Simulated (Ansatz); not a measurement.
# V_O in Al2O3 (R-3c): which k-points does the level need?, part 2 of 2

Aim: the (+1/0) level of V_O in Al2O3 (R-3c) as a function of the k-point sampling, with the cost of each choice. The model is a cell of 80 host atoms with 1 O taken out; the atoms are relaxed once and then held.

Ansatz 0.2.0; plane-wave PAW DFT; relaxations with PBEsol, then single points with PBEsol, on supercells at fixed charge in a uniform background.

So far: Starting point; Relaxing both charge states, PBEsol.

### 3. First setting: the zone centre alone

The defect state overlaps with its images and forms a narrow band, so the k-points decide which part of that band enters the energy. A point off the zone centre usually averages it better, but needs complex orbitals and more time.

File qp1_M1.kg/input.yaml:

```yaml
crystal:
  checkpoint: "../qp1_M1.relax.run"
  host: checkpoint
total_charge: 1
basis:
  ecutwfc: 420
  xc_grid: 2
hamiltonian:
  xc: pbesol
  pseudopotentials: { kind: paw, azcp: { folder: soft_1 }, xc_functional: pbe }
kpoints:
  mp_grid: { grid: [1, 1, 1] }
magnetization:
  spin_polarized: true
  initial_magnetization: 1
  spin_locking: { lock_magnetization: hard }
scf:
  occupations: { method: fixed }
  max_iter: 100
output:
  forces: true
  charged_corrections:
    epsilon: [3.29, 3.29, 3.26]
    static_epsilon: [9.66, 9.66, 11.75]
    defect_position: [0.625, 0.277916, 0.472084]
  eigenvalues: true
checkpoint:
  read: "../qp1_M1.relax.run"
  write: "../qp1_M1.kg.run"
  compress: false
  write_wavefunctions: false
  write_every: 100000
```

Started as:

```bash
ansatz run input.yaml --threads 32 --pin off --max-ram 84787MiB --backend cuda --events-out ev --progress --plain --runs-dir out --max-vram 78GiB
```

Numbers of over 12 decimals in the logs are rounded to 6 here.

The program printed:

```text
[...]
crystal.checkpoint: the structure is that of <dir>, a `relax` run, at its step 5: its result, under pbesol at a charge of 1 e; 79 atoms read, 0 with a starting moment; crystal.structure_sha256 for this input is
[...]
device memory: the entry about to start is reckoned to put 5.4 GiB on a device that reports 168.0 GiB free (of which the cap on the GPU budget leaves the run 78.0 GiB)
GPU FFT provider: cuFFT
GPU libraries: cuBLAS 13.8.1, cuFFT 12.4.0, cuSOLVER 12.3.2
GPU matrix products: emulated (plane waves: as basis.precision tells), large ones in fixed point in workspaces of 1.00 GiB
Crystal: 79 atoms, lattice volume = 684.717 Å³
Basis set: ecut = 420 eV, 13355 PW (Γ), exchange–correlation on 144×144×144 points (8 copies of the dense FFT grid, shifted against one another)
Bands: 268, of which v1, the nominal top of the filled ones, is band 189 counted from 1 (188 counted from 0)
Symmetry: 1 space group operations
[...]
k-points: 1
[...]
Starting moments: Σ|m| = 1 μB on 79 of 79 sites; this step starts from the density that it was given
[...]
GPU buffer pool allocated for 373248 grid points (all kernels)
GPU transforms: local potential and band sums: pruned to the plane-wave sphere, on 72×72×72
[...]
SCF iter   7: F=-43275.978321 eV  HF=-43275.978321 eV  |Δ(HF+E_count)|=   1.32e-8  Δρ=5.20e-7 (↑4.85e-7 ↓5.20e-7)  dr2=4.31e-9  dr2_m=1.00e-10  M=1.000 μB ∫|m|=1.034 μB  Hψ=1196
SCF 1 converged in 7 iterations: F = -43275.978321 eV  dr2 = 4.31e-9
[...]
SCF converged after 7 iterations
Stability checked in part: among states of this total moment the steps that led to this state did not find it unstable. No probe was made; neither looks for a lower state of another moment (fixed_total_moment; see scf.lower_state_search)
Magnetization: 1.0000 μB (189.0000 up, 188.0000 down)
Absolute magnetization: 1.0372 μB (∫|ρ↑−ρ↓|, with the PAW one-centre terms)
[...]
Per-site moments (μB) at R_I (Å): [(0.000398862, 0.761886), (0.019457, 0.760164), (0.000242144, 0.765718), [... 6 left out ...]
Free energy (F): -43275.978321 eV
[...]
Internal energy: -43275.978321 eV  (E = F + TS)
E sigma→0 (E₀):  -43275.978321 eV
Fermi energy:    9.734597 (↑ 9.734597, ↓ 7.371502) eV
[...]
--- Forces (eV/Å), atoms counted from 1 ---
  atom   1  Al    -0.00070140     0.00112528    -0.01380056
  atom   2  Al    -0.03237811    -0.00394421    -0.01745806
  [... 4 atoms left out ...]
  [... 73 more lines of this table ...]
  max |Σ_I F_I| component: 6.37e-6 eV/Å
[...]
F Makov-Payne    = n/a  (the rows are of the electrons' constant alone; ansatz place-levels tells what screens the charge)
[...]
--- Band table (eV) ---
[...]
```

Elapsed: 1.6 s, on 1 × NVIDIA GB200 with 32 threads of Arm Neoverse V2, shared host; peak memory 1.2 GiB; 3.7 s of CPU time.

Reading the cycles: dr2 is the Hartree energy of the density residual (eV), the measure of convergence; HF is the Harris–Foulkes estimate of the energy, which meets the free energy F at convergence.

Both charges and the host at this setting go to place-levels, which corrects for the image charge and aligns the potentials.

File levels.kg.yaml:

```yaml
host:
  run: host.kg.run
states: [q0.kg.run, qp1_M1.kg.run]
geometry_from:
  q0.kg.run: q0.relax.run
  qp1_M1.kg.run: qp1_M1.relax.run
  host.kg.run: host.relax.run
chemical_potentials:
  O:
    energy: -558.291301
    dataset: <sha256 of the dataset>
```

Started as:

```bash
ansatz place-levels levels.kg.yaml -- --threads 32 --pin off --max-ram 84787MiB --backend cuda --max-vram 78GiB
```

The program printed:

```text
(+1/0) 2.692 eV above the valence edge, 3.343 eV under the conduction edge
formation energy of charge +1: +4.035 eV with the Fermi level at the valence edge
formation energy of charge 0: +6.727 eV with the Fermi level at the valence edge
  edges by pbesol, gap 6.035 eV; the host is sampled to repeats of 9.55 Å
  the defect's cells are sampled to repeats of 9.55 Å, like sampling
  charge +1: -43275.8830 eV with its correction of +0.095 eV, at epsilon [9.66, 9.66, 11.75], aligned at sites: -0.1335 eV, mean over 29 atomic sites at or beyond 4.77 Å from the defect at [0.6250, 0.2779, 0.4721], with +0.000000 for the charge's moments and [...]
  charge 0: +0.000 eV for its dipole among its images, +0.002 omitted
  of states[1] (qp1_M1.kg.run): how wide its charge is, is not read beside other atoms or cores, and a band state would take no correction. [...]
  of states[0] (q0.kg.run): its only k-point is the zone centre, where a defect's energies can be off by tenths of an eV or more: see "From the zone centre to a mesh" in the quickstart
```

Run time: 0.12 s. Hardware: 32 threads.

At this setting the gap is 6.035 eV and (+1/0) lies 2.692 eV above the valence top.

### 4. The other settings

In the defect's inputs only the studied keys change. One input of each further setting:

qp1_M1.kq/input.yaml, as its differences from qp1_M1.kg/input.yaml of step 3:

```diff
@@ -11,3 +11,3 @@
 kpoints:
-  mp_grid: { grid: [1, 1, 1] }
+  mp_grid: { grid: [1, 1, 1], shift: [0.25, 0.25, 0.25] }
 magnetization:
@@ -28,3 +28,3 @@
   read: "../qp1_M1.relax.run"
-  write: "../qp1_M1.kg.run"
+  write: "../qp1_M1.kq.run"
   compress: false
```

qp1_M1.km0/input.yaml, as its differences from qp1_M1.kq/input.yaml of step 4:

```diff
@@ -11,3 +11,3 @@
 kpoints:
-  mp_grid: { grid: [1, 1, 1], shift: [0.25, 0.25, 0.25] }
+  mp_grid: { grid: [2, 2, 2] }
 magnetization:
@@ -28,3 +28,3 @@
   read: "../qp1_M1.relax.run"
-  write: "../qp1_M1.kq.run"
+  write: "../qp1_M1.km0.run"
   compress: false
```

qp1_M1.kms/input.yaml, as its differences from qp1_M1.km0/input.yaml of step 4:

```diff
@@ -11,3 +11,3 @@
 kpoints:
-  mp_grid: { grid: [2, 2, 2] }
+  mp_grid: { grid: [2, 2, 2], shift: [0.5, 0.5, 0.5] }
 magnetization:
@@ -28,3 +28,3 @@
   read: "../qp1_M1.relax.run"
-  write: "../qp1_M1.km0.run"
+  write: "../qp1_M1.kms.run"
   compress: false
```

qp1_M1.km3/input.yaml, as its differences from qp1_M1.kms/input.yaml of step 4:

```diff
@@ -11,3 +11,3 @@
 kpoints:
-  mp_grid: { grid: [2, 2, 2], shift: [0.5, 0.5, 0.5] }
+  mp_grid: { grid: [3, 3, 3] }
 magnetization:
@@ -28,3 +28,3 @@
   read: "../qp1_M1.relax.run"
-  write: "../qp1_M1.kms.run"
+  write: "../qp1_M1.km3.run"
   compress: false
```

qp1_M1.km4/input.yaml, as its differences from qp1_M1.km3/input.yaml of step 4:

```diff
@@ -11,3 +11,3 @@
 kpoints:
-  mp_grid: { grid: [3, 3, 3] }
+  mp_grid: { grid: [4, 4, 4], shift: [0.5, 0.5, 0.5] }
 magnetization:
@@ -28,3 +28,3 @@
   read: "../qp1_M1.relax.run"
-  write: "../qp1_M1.km3.run"
+  write: "../qp1_M1.km4.run"
   compress: false
```

### 5. Result against cost

Times of the states on 1 × NVIDIA GB200 with 32 threads of Arm Neoverse V2, shared host; the host is run again at each setting:

```tsv
k-point sampling	gap (eV)	(+1/0) above the valence top (eV)	under the conduction bottom (eV)	level less that at a 4×4×4 shifted mesh (meV)	time, both charge states	time, host and placing	peak memory of a state (GiB)
the zone centre alone	6.035	2.692	3.343	-114	3 s	2.1 s	1.2
one point at (¼, ¼, ¼) *	6.036	2.740	3.296	-65	2.9 s	1.7 s	1.3
a 2×2×2 Γ-centred mesh	6.038	2.805	3.233	-1	6.5 s	2.5 s	1.4
a 2×2×2 shifted mesh	6.038	2.805	3.233	0	4.3 s	2.2 s	1.3
a 3×3×3 Γ-centred mesh	6.038	2.806	3.233	0	8.8 s	2.9 s	1.4
a 4×4×4 shifted mesh	6.038	2.806	3.233	0	15 s	3.1 s	1.6
```

* started from the relaxation's converged state in the same settings, so its time is no fair cost.

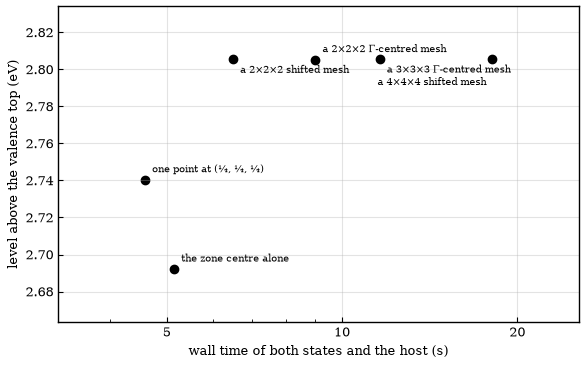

The level against the time spent.

### 6. Outcome

```yaml
plus_1_over_0_level_the_zone_centre_alone: 2.69 eV
plus_1_over_0_level_one_point_at: 2.74 eV
plus_1_over_0_level_a_2x2x2_gamma_centred_mesh: 2.81 eV
plus_1_over_0_level_a_2x2x2_shifted_mesh: 2.81 eV
plus_1_over_0_level_a_3x3x3_gamma_centred_mesh: 2.81 eV
plus_1_over_0_level_a_4x4x4_shifted_mesh: 2.81 eV
```

What this shows: Over the settings in the table the level spans 0.114 eV; a 2×2×2 Γ-centred mesh, a 2×2×2 shifted mesh and a 3×3×3 Γ-centred mesh lie within 0.02 eV of the reference (a 4×4×4 shifted mesh, 2.81 eV). The largest miss of the level above the valence top is 114 meV, with the zone centre alone. Only the charges 0 and +1 were run, each from one start, so (+1/0) need not be a change between stable states. Limits: PBEsol makes the gap too small and tends to spread out bound carriers.

[Logs are printed without paths, hosts, clocks, repeated set-up lines and the standing remarks that a program may print on its own settings, such as how far it seeks lower states.]

[Hosts, paths, dates, database ids (printed as entryN), source tags and the programs' standing remarks are cut or masked in the printed files.]

[Where a table of states has a column of steps, it counts the stored structures, which are thinned; the runs took as many ionic steps or more.]

[For some hosts the program warned that the k-mesh of the response run may be too coarse for force constants and the static dielectric constant; such warnings are not shown here.]
